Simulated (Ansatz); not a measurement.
**Energy of Ti along an even scaling of the cell**

System: Ti (P6/mmm, 3 atoms in the cell).
Method: DFT, RPBE, plane waves (420 eV) with PAW, scalar-relativistic, no spin polarisation (Ansatz 0.2.0).

The 6 runs differ only in the geometry, by an even scaling of the cell at fixed fractional positions.

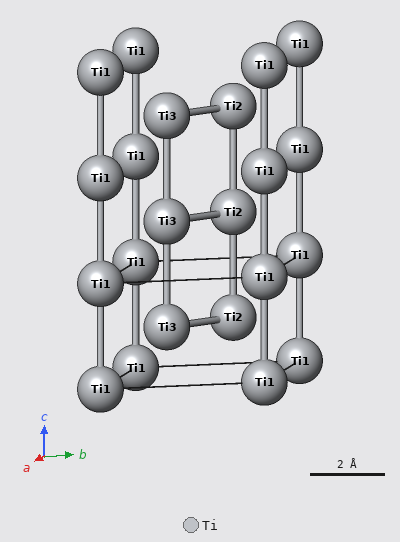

Figure 1. The structure of run 4 (ball-and-stick view of the cell of the calculation, repeated 1 × 1 × 3, seen slightly off an axis; atoms are numbered from 1 in the order of the input).

**Input of run 4**
```yaml
crystal:
  lattice:
    - [4.6896537308, 0.0, 0.0]
    - [-2.3448268654, 4.0613592658, 0.0]
    - [0.0, 0.0, 2.8943505381]
  atoms:
    - { symbol: Ti, position: [0.0, 0.0, 0.0] }
    - { symbol: Ti, position: [0.3333333333, 0.6666666667, 0.5] }
    - { symbol: Ti, position: [0.6666666667, 0.3333333333, 0.5] }
hamiltonian:
  xc: rpbe
  pseudopotentials:
    kind: paw
    azcp:
      Ti: "pseudopotentials/Ti.paw.azcp"
basis:
  ecutwfc: 420
  fft_grid_basis: typed
kpoints:
  mp_grid: { grid: [9, 9, 12], shift: [0, 0, 0] }
magnetization:
  spin_polarized: false
scf:
  occupations: { method: fermi_dirac, width: 0.1 }
  lower_state_search: "off"
output:
  stress: true
```

Lattice vectors (Å) and fractional positions of run 4:
```
   4.689654    0.000000    0.000000
  -2.344827    4.061359    0.000000
   0.000000    0.000000    2.894351
Ti  0.000000  0.000000  0.000000
Ti  0.333333  0.666667  0.500000
Ti  0.666667  0.333333  0.500000
```

Run 5 differs from it as follows:
```diff
-    - [4.6896537308, 0.0, 0.0]
-    - [-2.3448268654, 4.0613592658, 0.0]
-    - [0.0, 0.0, 2.8943505381]
+    - [4.7490227388, 0.0, 0.0]
+    - [-2.3745113694, 4.1127743349, 0.0]
+    - [0.0, 0.0, 2.9309917765]
```

**Results, with one run withheld**

```tsv
run	volume per atom (Å³)	free energy per atom, from the lowest run given (meV)	pressure (GPa)
1	15.549	92.35	16.83
2	16.255	33.30	10.15
3	16.962	1.15	4.60
4	18.376	0.00	−3.82
5	19.082	?	?
6	19.789	60.73	−9.59
```

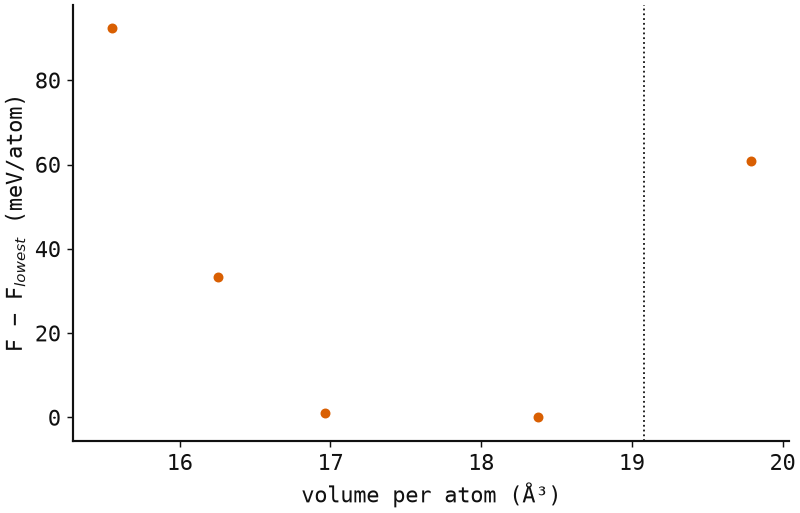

Figure 2. Free energy per atom of the runs given; the dotted line marks run 5.

Fit the runs given and predict run 5.

A cubic polynomial in V^(−2/3) (the Birch–Murnaghan form), fitted to the 5 runs given, misses them by under 0.01 meV per atom. With x = V^(−2/3) − 0.14963 Å⁻², it reads F = −5.74 + 2638.2 x + 5.9189e+05 x² − 6.561e+05 x³ (meV per atom). At run 5 it gives 23.98 meV per atom, and the run itself gives 24.02. The slope of the fit gives a pressure −dF/dV of −6.97 GPa there, and the run prints −6.97 GPa. The fit has its minimum at 17.669 Å³ per atom, where V d²F/dV² gives 104 GPa. Cell shape and fractional positions are held, so this is the stiffness under even scaling; the relaxed bulk modulus wasn't computed.

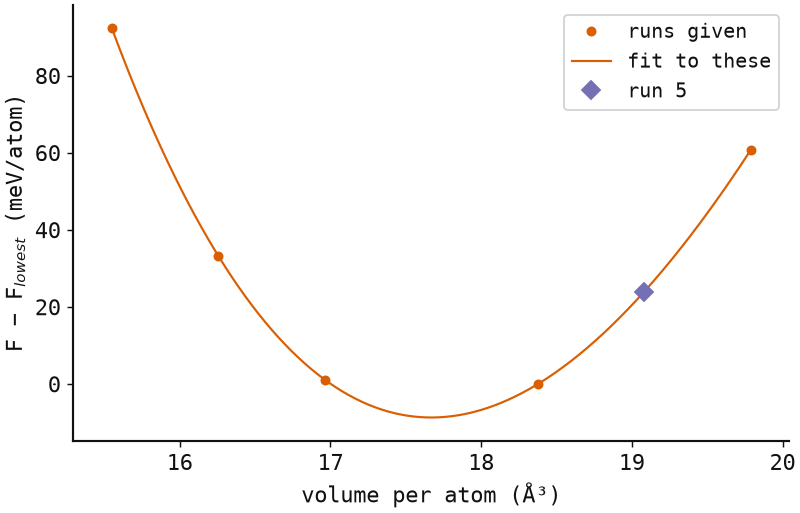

Figure 3. The fit and the withheld run.

**Output, shortened to warnings, some set-up lines, iterations and results (run 5)**
```
Basis set: ecut = 420 eV, 1119 PW (Γ)
Symmetry: 24 space group operations
k-points: 84 of 972
Initial density: superposition of atomic densities (neutral atoms: chi_scale 0, normalization atom), corrected by the library's trained network
[...]
SCF iter   1: F=—  HF=-7512.075260 eV  |F-HF|=—  |Δ(HF+E_count)|=         —  Δρ=9.73e-3  dr2=7.78e-2  ethr=1.77e-3  ⟨swp⟩=3.9  Hψ=6092  notcnv=0
SCF iter   2: F=—  HF=-7512.070601 eV  |F-HF|=—  |Δ(HF+E_count)|=   4.66e-3  Δρ=6.09e-3  dr2=3.53e-2  ethr=2.16e-4  ⟨swp⟩=1.0  Hψ=2520  notcnv=0
SCF iter   3: F=—  HF=-7512.068488 eV  |F-HF|=—  |Δ(HF+E_count)|=   2.11e-3  Δρ=8.50e-4  dr2=7.85e-4  ethr=9.80e-5  ⟨swp⟩=4.7  Hψ=10757  notcnv=0
SCF iter   4: F=—  HF=-7512.068402 eV  |F-HF|=—  |Δ(HF+E_count)|=   8.59e-5  Δρ=2.12e-4  dr2=5.01e-5  ethr=2.18e-6  ⟨swp⟩=1.0  Hψ=2856  notcnv=0
SCF iter   5: F=—  HF=-7512.068393 eV  |F-HF|=—  |Δ(HF+E_count)|=   9.13e-6  Δρ=4.41e-5  dr2=9.23e-7  ethr=1.39e-7  ⟨swp⟩=2.1  Hψ=2507  notcnv=0
SCF iter   6: F=-7512.068393 eV  HF=-7512.068393 eV  |F-HF|=3.24e-8  |Δ(HF+E_count)|=   1.91e-7  Δρ=1.07e-5  dr2=7.04e-8  ethr=2.78e-10  ⟨swp⟩=4.0  Hψ=6463  notcnv=0
SCF 1 converged in 6 iterations: F = -7512.068393 eV  dr2 = 7.04e-8
SCF converged after 6 iterations
Free energy (F): -7512.068393 eV
Harris-Foulkes:  -7512.068393 eV  (|F-HF|=3.24e-8)
Internal energy: -7511.950714 eV  (E = F + TS)
E sigma→0 (E₀):  -7512.009554 eV
Entropy (-TS):   -0.117680 eV (-39.227 meV/atom)
Fermi energy:    11.945201 eV
--- Per-component energies (eV) ---
  E_band       = -526.189881
  E_kinetic    = 810.428024
  E_local      = -2599.257218  (includes V_loc(G=0)·N_el)
  E_nonlocal   = 21.143848
  E_hartree    = 1057.107120
  E_xc         = -290.726021
  E_vxc        = -362.595797  (∫ρ·V_xc dr)
  E_paw        = -3154.688979  (= ΣΔE_a)
  E_vpaw       = -510.125082  (= ΣTr[D̂ρ^β])
  E_aug_tail   = 0.000394  (compensation charges beyond the density's cutoff)
  E_ewald      = -3355.801072
  E_core_change = -0.156809  (= ΣΔE_core)
  E_smearing   = -0.117680  (= −TS)
  E_closure    = -0.000000  (closes the sum)
  Σ components = -7512.068393   (vs F -7512.068393, Δ=0.00e0)
--- Stress (GPa, compression-positive) ---
       -6.872743       0.000000       0.000000
       -0.000000      -6.872743       0.000000
        0.000000       0.000000      -7.177373
  P = ⅓ Tr σ = -6.9743 GPa (-69.743 kbar)
```
